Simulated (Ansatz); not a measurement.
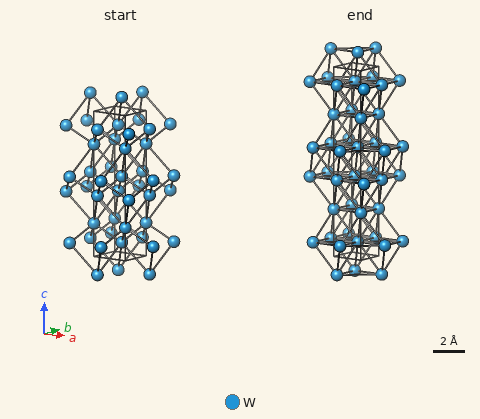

The structure of a crystal of W (built on the grey arsenic (A7)_166 type) (coarse preliminary run) before (left) and after (right) a relaxation, at one scale.

The picture is a ball-and-stick view of the conventional cell (3 times the calculation's cell), seen slightly off an axis. Lengths and directions refer to the drawn axes.

Case: grey arsenic (A7) type (R-3m, No. 166).

The calculation used DFT PBEsol, scalar-relativistic, plane waves, PAW in Ansatz.

The input:
```yaml
crystal:
  lattice:
    - [1.7307842337, 0.9992687433, 3.2095318524]
    - [-1.7307842337, 0.9992687433, 3.2095318524]
    - [0.0, -1.9985374865, 3.2095318524]
  atoms:
    - { symbol: W, position: [0.22754, 0.22754, 0.22754] }
    - { symbol: W, position: [0.77246, 0.77246, 0.77246] }
basis:
  ecutwfc: 420
kpoints:
  mp_grid: { grid: [6, 6, 6] }
hamiltonian:
  xc: pbesol
scf:
  occupations: { method: gaussian, width: 0.1 }
  lower_state_search: "off"
output:
  forces: true
  stress: true
  eigenvalues: true
relax:
  adjacent_minimum: "off"
  f_tol: 0.04
  max_steps: 70
  cell: { stress_tol: 0.4 }
```

**Describe what moved and what it gained.**

After 11 accepted moves (13 points after the start) the energy has fallen by 3.496 eV per cell of the calculation. The largest force component goes from 8.3 to 0.00035 eV/Å. The pressure goes from 39.91 to 0.01 GPa. The SCF was repeated twice at an unchanged geometry on a basis and grid sized afresh for the cell, which shifted the energy by 61.9 meV per cell of the calculation at most. The largest moves relative to the cell, 0.28 Å, are those of W1 and W2. W1 goes along +c. The drawn cell changes as follows: a = b 3.462 → 2.977 Å (−14.0 %), c 9.629 → 12.560 Å (+30.4 %); the volume changes by −3.5 %. Among the contacts that change: W1–W1 3.462 → 2.977 Å, W1–W2 2.317 → 2.709 Å, W1–W2 (another image) 2.854 → 2.709 Å. Bond angles that change, for instance: W2–W1–W2 96.7° → 66.7°, W2–W1–W2 93.4° → 113.3°, W2–W1–W2 164.8° → 180.0°. The space group stays R-3m (No. 166). The run took about 16 core-seconds on a shared host.
